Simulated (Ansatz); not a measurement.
## Two runs on CdTe

System: CdTe (2 atoms in the cell).
Method of run 1: DFT, PBE, plane waves, PAW, no spin polarisation (Ansatz 0.2.0).

The structure derives from an entry of the Crystallography Open Database. Text and figures count atoms from 1; the logs count them from 0 in places.

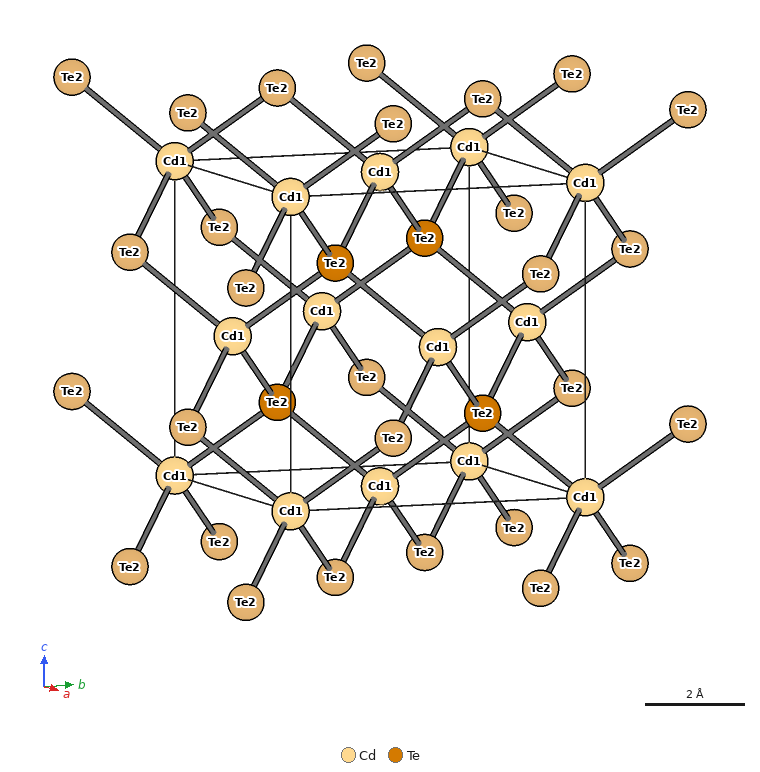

Fig. 1: The starting structure (ball-and-stick view of the cell 4 times as large as that of the calculation, set on its symmetry axes, seen slightly off an axis; neighbours outside the cell are drawn fainter; atoms are numbered from 1 in the order of the input).

Input file, run 1:
```yaml
crystal:
  lattice:
    - [0.0, 3.205, 3.205]
    - [3.205, 0.0, 3.205]
    - [3.205, 3.205, 0.0]
  atoms:
    - { symbol: Cd, position: [0.0, 0.0, 0.0] }
    - { symbol: Te, position: [0.75, 0.75, 0.75] }
kpoints:
  mp_grid: { grid: [8, 8, 8] }
hamiltonian:
  xc: pbe
scf:
  occupations: { method: gaussian, width: 0.02 }
output:
  forces: true
  eigenvalues: true
  stress: true
relax:
  adjacent_minimum: "off"
  f_tol: 0.005
  max_steps: 80
  cell: { stress_tol: 0.05 }
```

Launched with:
```bash
ansatz run input.yaml --threads 1 --pin off --max-ram 2560MiB --backend cpu --events-out ev --progress --plain --runs-dir out
```

Hardware: 1 thread of Arm Neoverse V2, 112 GiB of memory available, shared host.

Output, shortened to warnings, some set-up lines, iterations and results (run 1):
```
Basis set: ecut = 420 eV, 1243 PW (Γ), exchange–correlation on 64×64×64 points (8 copies of the dense FFT grid, shifted against one another)
Symmetry: 24 space group operations
k-points: 29 of 512 (time reversal used)
Initial density: superposition of atomic densities (neutral atoms: chi_scale 0, normalization atom), corrected by the library's trained network
[...]
SCF iter   1: F=—  HF=-15235.259311 eV  |F-HF|=—  |Δ(HF+E_count)|=         —  Δρ=1.41e-3  dr2=3.14e-3  ethr=1.77e-3  ⟨swp⟩=6.3  Hψ=3063  notcnv=0
SCF iter   2: F=—  HF=-15235.258610 eV  |F-HF|=—  |Δ(HF+E_count)|=   7.01e-4  Δρ=5.49e-4  dr2=2.06e-4  ethr=8.71e-6  ⟨swp⟩=2.3  Hψ=1269  notcnv=0
SCF iter   3: F=—  HF=-15235.258654 eV  |F-HF|=—  |Δ(HF+E_count)|=   4.35e-5  Δρ=2.14e-4  dr2=3.15e-5  ethr=5.73e-7  ⟨swp⟩=2.7  Hψ=1161  notcnv=0
SCF iter   4: F=—  HF=-15235.258682 eV  |F-HF|=—  |Δ(HF+E_count)|=   2.87e-5  Δρ=7.11e-5  dr2=3.12e-6  ethr=8.76e-8  ⟨swp⟩=2.0  Hψ=892  notcnv=0
SCF iter   5: F=—  HF=-15235.258691 eV  |F-HF|=—  |Δ(HF+E_count)|=   9.02e-6  Δρ=1.68e-5  dr2=1.25e-7  ethr=8.66e-9  ⟨swp⟩=2.0  Hψ=899  notcnv=0
[... 27 lines ...]
SCF iter   4: F=—  HF=-15235.338690 eV  |F-HF|=—  |Δ(HF+E_count)|=   3.15e-5  Δρ=1.18e-5  dr2=1.35e-8  ethr=9.77e-10  ⟨swp⟩=2.0  Hψ=1131  notcnv=0
SCF iter   5: F=—  HF=-15235.338693 eV  |F-HF|=—  |Δ(HF+E_count)|=   2.66e-6  Δρ=1.44e-6  dr2=3.54e-10  ethr=3.75e-11  ⟨swp⟩=2.0  Hψ=898  notcnv=0
SCF iter   6: F=-15235.338693 eV  HF=-15235.338693 eV  |F-HF|=5.46e-12  |Δ(HF+E_count)|=   3.43e-8  Δρ=1.35e-7  dr2=1.85e-11  ethr=1.00e-12  ⟨swp⟩=5.0  Hψ=3146  notcnv=0
SCF 5 converged in 6 iterations: F = -15235.338693 eV  dr2 = 1.85e-11
relax step   5: F+E_penalty+E_count = -15235.33869285 eV  Δ(F+E_penalty+E_count) = -1.246e-3 eV  max|allowed force component| = 3.325e-17 eV/Å  Δτ_max = 0.0000 Å  P = +0.015 …
basis re-selected at this cell: Δ(F+E_penalty+E_count) = -1.246e-3 eV, ΔP = -0.013 GPa vs the last step (what re-selecting the basis moved, of the pressure what is left beyond the Pulay correction that the steps carried, after the strain that the cell walked since its last selection, with what the …
SCF converged after 6 iterations
Free energy (F): -15235.338693 eV
Harris-Foulkes:  -15235.338693 eV  (|F-HF|=5.46e-12)
Internal energy: -15235.338693 eV  (E = F + TS)
E sigma→0 (E₀):  -15235.338693 eV
Fermi energy:    6.900639 eV
--- Per-component energies (eV) ---
  E_band       = -814.983946
  E_kinetic    = 684.560178
  E_local      = -5554.763767  (includes V_loc(G=0)·N_el)
  E_nonlocal   = -276.745071
  E_hartree    = 2788.925819
  E_xc         = -300.464446
  E_vxc        = -324.993709  (∫ρ·V_xc dr)
  E_paw        = -8746.038685  (= ΣΔE_a)
  E_vpaw       = -920.892761  (= ΣTr[D̂ρ^β])
  E_aug_tail   = -0.000158  (compensation charges beyond the density's cutoff)
  E_ewald      = -3830.812563
  E_smearing   = -0.000000  (= −TS)
  E_closure    = -0.000000  (closes the sum)
  Σ components = -15235.338693   (vs F -15235.338693, Δ=0.00e0)
--- Forces (eV/Å), atoms counted from 1 ---
  atom   1  Cd     0.00000000     0.00000000     0.00000000
  atom   2  Te     0.00000000    -0.00000000    -0.00000000
  max |Σ_I F_I| component: 4.92e-17 eV/Å
--- Stress (GPa, compression-positive) ---
        0.014753      -0.000000      -0.000000
       -0.000000       0.014753       0.000000
       -0.000000       0.000000       0.014753
  P = ⅓ Tr σ = 0.0148 GPa (0.148 kbar)
--- Relaxed structure (4 steps of the walk, 4 accepted, 1 SCFs on fresh bases) ---
  F+E_penalty+E_count = -15235.33869285 eV   max|allowed force component| = 3.325e-17 eV/Å   (the final SCF, on the basis selected at the relaxed cell)
  cell:  # Å, volume = 72.4431 Å³
    - [3.961651755576321e-33, 3.30868672918329, 3.30868672918329]
    - [3.30868672918329, 4.2164203572211e-33, 3.30868672918329]
    - [3.30868672918329, 3.30868672918329, 6.471122481777399e-33]
  atoms:
    - { symbol: Cd, position: [8.713255598631802e-34, -7.711731966605156e-34, -1.211843594752239e-33] }
    - { symbol: Te, position: [0.7500000000000001, 0.7500000000000001, 0.7500000000000001] }
```

For run 2 the input was changed thus:
```diff
+basis:
+  ecutwfc: 420
-  xc: pbe
+  xc: pbesol
+  write_density: true
+  write_potential: true
+  elf: true
+  volumetric_format: npy
```

How does run 2 compare with run 1?

The total energies belong to different methods, so their difference says nothing on which is more stable or more accurate. The gap on the mesh goes from 0.59 to 0.65 eV. The volume per atom goes from 36.22 to 34.16 Å³. The functional changes from PBE to PBEsol. The number of SCF iterations is the same.

Output, shortened to warnings, some set-up lines, iterations and results (run 2):
```
Basis set: ecut = 420 eV, 1243 PW (Γ), exchange–correlation on 64×64×64 points (8 copies of the dense FFT grid, shifted against one another)
Symmetry: 24 space group operations
k-points: 29 of 512 (time reversal used)
Initial density: superposition of atomic densities (neutral atoms: chi_scale 0, normalization atom), corrected by the library's trained network
[...]
SCF iter   1: F=—  HF=-15086.334647 eV  |F-HF|=—  |Δ(HF+E_count)|=         —  Δρ=3.90e-3  dr2=1.28e-2  ethr=1.77e-3  ⟨swp⟩=6.3  Hψ=3050  notcnv=0
SCF iter   2: F=—  HF=-15086.330484 eV  |F-HF|=—  |Δ(HF+E_count)|=   4.16e-3  Δρ=9.24e-4  dr2=3.17e-4  ethr=3.57e-5  ⟨swp⟩=3.0  Hψ=1357  notcnv=0
SCF iter   3: F=—  HF=-15086.330683 eV  |F-HF|=—  |Δ(HF+E_count)|=   1.99e-4  Δρ=4.29e-4  dr2=7.74e-5  ethr=8.80e-7  ⟨swp⟩=2.5  Hψ=909  notcnv=0
SCF iter   4: F=—  HF=-15086.330749 eV  |F-HF|=—  |Δ(HF+E_count)|=   6.61e-5  Δρ=1.99e-4  dr2=2.94e-5  ethr=2.15e-7  ⟨swp⟩=2.6  Hψ=1036  notcnv=0
SCF iter   5: F=—  HF=-15086.330741 eV  |F-HF|=—  |Δ(HF+E_count)|=   8.26e-6  Δρ=2.53e-5  dr2=2.12e-7  ethr=8.16e-8  ⟨swp⟩=2.2  Hψ=923  notcnv=0
[... 27 lines ...]
SCF iter   5: F=—  HF=-15086.343155 eV  |F-HF|=—  |Δ(HF+E_count)|=   4.10e-7  Δρ=1.67e-6  dr2=4.10e-10  ethr=1.92e-11  ⟨swp⟩=2.1  Hψ=898  notcnv=0
SCF iter   6: F=—  HF=-15086.343155 eV  |F-HF|=—  |Δ(HF+E_count)|=   2.88e-8  Δρ=2.44e-7  dr2=2.68e-11  ethr=1.14e-12  ⟨swp⟩=2.0  Hψ=899  notcnv=0
SCF iter   7: F=-15086.343155 eV  HF=-15086.343155 eV  |F-HF|=3.64e-12  |Δ(HF+E_count)|=  4.46e-10  Δρ=2.30e-8  dr2=3.15e-13  ethr=1.00e-12  ⟨swp⟩=6.0  Hψ=2618  notcnv=0
SCF 5 converged in 7 iterations: F = -15086.343155 eV  dr2 = 3.15e-13
relax step   5: F+E_penalty+E_count = -15086.34315500 eV  Δ(F+E_penalty+E_count) = -4.389e-4 eV  max|allowed force component| = 5.349e-17 eV/Å  Δτ_max = 0.0000 Å  P = -0.002 …
basis re-selected at this cell: Δ(F+E_penalty+E_count) = -4.389e-4 eV, ΔP = -0.004 GPa vs the last step (what re-selecting the basis moved, of the pressure what is left beyond the Pulay correction that the steps carried, after the strain that the cell walked since its last selection, with what the …
SCF converged after 7 iterations
Free energy (F): -15086.343155 eV
Harris-Foulkes:  -15086.343155 eV  (|F-HF|=3.64e-12)
Internal energy: -15086.343155 eV  (E = F + TS)
E sigma→0 (E₀):  -15086.343155 eV
Fermi energy:    7.590580 eV
--- Per-component energies (eV) ---
  E_band       = -795.172024
  E_kinetic    = 685.729594
  E_local      = -5431.102806  (includes V_loc(G=0)·N_el)
  E_nonlocal   = -271.208334
  E_hartree    = 2733.412650
  E_xc         = -298.586910
  E_vxc        = -324.918837  (∫ρ·V_xc dr)
  E_paw        = -8598.912024  (= ΣΔE_a)
  E_vpaw       = -920.496752  (= ΣTr[D̂ρ^β])
  E_aug_tail   = -0.000162  (compensation charges beyond the density's cutoff)
  E_ewald      = -3906.391938
  E_core_change = 0.716775  (= ΣΔE_core)
  E_smearing   = -0.000000  (= −TS)
  E_closure    = 0.000000  (closes the sum)
  Σ components = -15086.343155   (vs F -15086.343155, Δ=0.00e0)
--- Forces (eV/Å), atoms counted from 1 ---
  atom   1  Cd    -0.00000000     0.00000000     0.00000000
  atom   2  Te     0.00000000    -0.00000000    -0.00000000
  max |Σ_I F_I| component: 8.73e-17 eV/Å
--- Stress (GPa, compression-positive) ---
       -0.001913      -0.000000      -0.000000
       -0.000000      -0.001913       0.000000
       -0.000000       0.000000      -0.001913
  P = ⅓ Tr σ = -0.0019 GPa (-0.019 kbar)
--- Relaxed structure (4 steps of the walk, 4 accepted, 1 SCFs on fresh bases) ---
  F+E_penalty+E_count = -15086.34315500 eV   max|allowed force component| = 5.349e-17 eV/Å   (the final SCF, on the basis selected at the relaxed cell)
  cell:  # Å, volume = 68.3191 Å³
    - [6.878752244409047e-34, 3.2446715254020333, 3.2446715254020333]
    - [3.2446715254020333, 7.057090265560392e-33, 3.2446715254020333]
    - [3.2446715254020333, 3.2446715254020333, 1.0139790345462223e-32]
  atoms:
    - { symbol: Cd, position: [1.1580116995308066e-33, -9.176460278444124e-34, -1.2857059626142038e-33] }
    - { symbol: Te, position: [0.75, 0.75, 0.75] }
```

The two runs side by side:

| quantity | run 1 | run 2 |
| --- | --- | --- |
| outcome | converged | converged |
| free energy per atom (eV) | −7617.6693 | −7543.1716 |
| gap on the mesh (eV) | 0.59 | 0.65 |
| pressure (GPa) | 0.01 | 0.00 |
| volume per atom (Å³) | 36.22 | 34.16 |
| largest force (eV/Å) | 0.000 | 0.000 |
| SCF iterations | 27 | 27 |
| irreducible k-points | 29 | 29 |
| wall time (shared host) | 21 s | 23 s |
